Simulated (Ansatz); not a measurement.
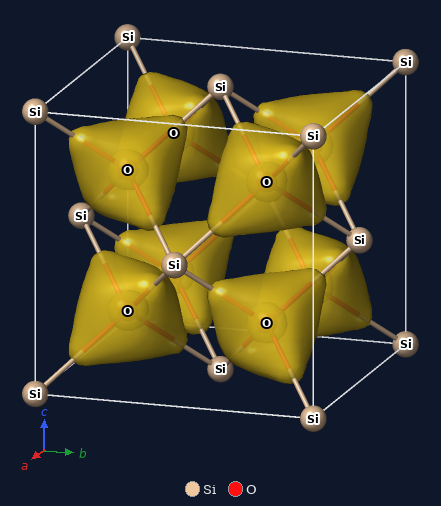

*SiO2. Isosurface of the electron localisation function at 0.65 (yellow), seen slightly off an axis. Only the valence region is drawn (cores and ρ < 0.01 e/Å³ removed). Sticks mark near contacts.*

Space group Fm-3m; started from the fluorite prototype, which need not be the ambient phase; changed on purpose from its base cell (hydrostatic strain +2.0%); computed pressure about −16 GPa in this cell.

Computed with DFT, r2SCAN, plane waves, PAW in Ansatz 0.2.0.

Core electrons are frozen (PAW), and the valence fields are smoothed inside the atomic spheres.

```yaml
crystal:
  lattice:
    - [4.61891, 0.00000, 0.00000]
    - [0.00000, 4.61891, 0.00000]
    - [0.00000, 0.00000, 4.61891]
  atoms:
    - { symbol: Si, position: [0.00000, 0.00000, 0.00000] }
    - { symbol: Si, position: [0.50000, 0.50000, 0.00000] }
    - { symbol: Si, position: [0.50000, 0.00000, 0.50000] }
    - { symbol: Si, position: [0.00000, 0.50000, 0.50000] }
    - { symbol: O, position: [0.25000, 0.25000, 0.25000] }
    - { symbol: O, position: [0.75000, 0.75000, 0.25000] }
    - { symbol: O, position: [0.75000, 0.25000, 0.75000] }
    - { symbol: O, position: [0.25000, 0.75000, 0.75000] }
    - { symbol: O, position: [0.75000, 0.25000, 0.25000] }
    - { symbol: O, position: [0.25000, 0.75000, 0.25000] }
    - { symbol: O, position: [0.25000, 0.25000, 0.75000] }
    - { symbol: O, position: [0.75000, 0.75000, 0.75000] }
```

Q: Identify the bonds, lone pairs and shells in this picture.

A: The ELF exceeds this value in eight regions on O in which the atom's valence shell and bonds are merged, counted in one cell of 12 atoms. Regions shared between cells count once. Profiles from the grid: Si–O (2.00 Å): the ELF peaks at about 0.85 between the atoms.
